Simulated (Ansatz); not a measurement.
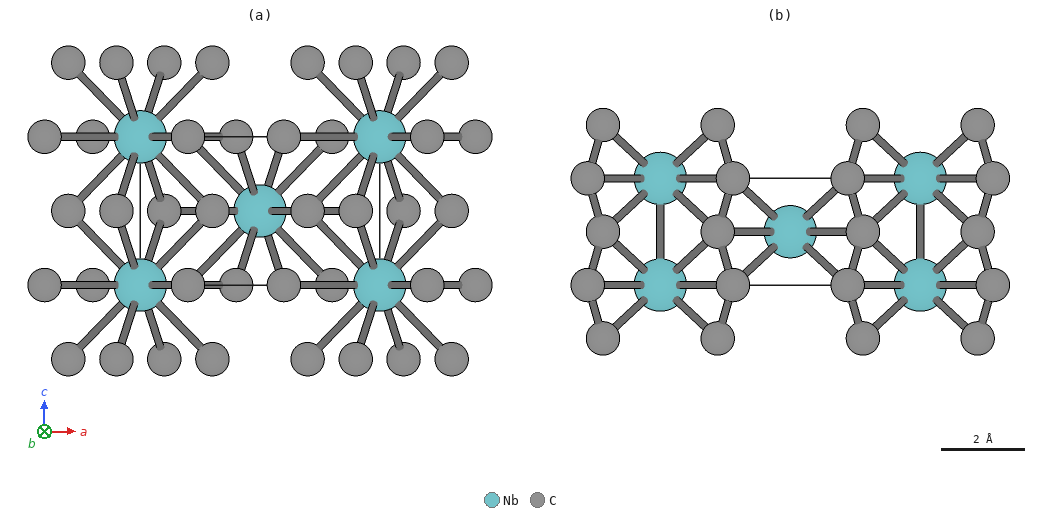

The structure of a crystal of NbC₄ (a generated structure, set up in I4/m) (coarse preliminary run) before (left) and after (right) a relaxation, at one scale.

Style: ball-and-stick. Shown: the conventional cell (2 times the calculation's cell), along the b axis. Lengths and directions refer to the drawn axes.

Method: DFT PBE, scalar-relativistic, plane waves, PAW (Ansatz 0.2.0). Settings: plane-wave cutoff 420 eV; k-point mesh 6 × 6 × 6; occupations gaussian; smearing width 0.1 eV; no spin polarisation; cell and atoms relaxed; force threshold 0.04 eV/Å; at most 70 steps.

Question: Describe what moved and what it gained.

Answer: After 12 accepted moves (14 points after the start) the energy has fallen by 2401 meV per atom. The largest force component goes from 0.99 to 0.0037 eV/Å. Pressure: −38.08 GPa at the start and 0.12 GPa at the end. The SCF was repeated twice at an unchanged geometry on a basis and grid sized afresh for the cell, which shifted the energy by 4.8 meV per atom at most. The largest moves relative to the cell, 0.92 Å, are those of C atoms. Nb stays in place. Cell: a = b 5.808 → 6.309 Å (+8.6 %), c 3.598 → 2.589 Å (−28.0 %). Volume −15.1 %. Near-neighbour distances that change, for instance: C–C 2.575 → 1.396 Å, Nb–Nb 3.598 → 2.589 Å, C–Nb 2.575 → 2.357 Å, C–Nb 2.596 → 2.492 Å. New bonds form, among them: C–C (2.57 → 1.40 Å). Among the angles between lasting bonds that change: Nb–C–Nb 120.3° → 146.7°, Nb–C–Nb 88.6° → 66.6°. The space group (tolerance 0.01 Å) goes from I4/m (No. 87) to I4/mmm (No. 139). Cost: 72 s on 1 thread of Arm Neoverse N1, with other jobs on the host, peak memory 0.35 GiB.
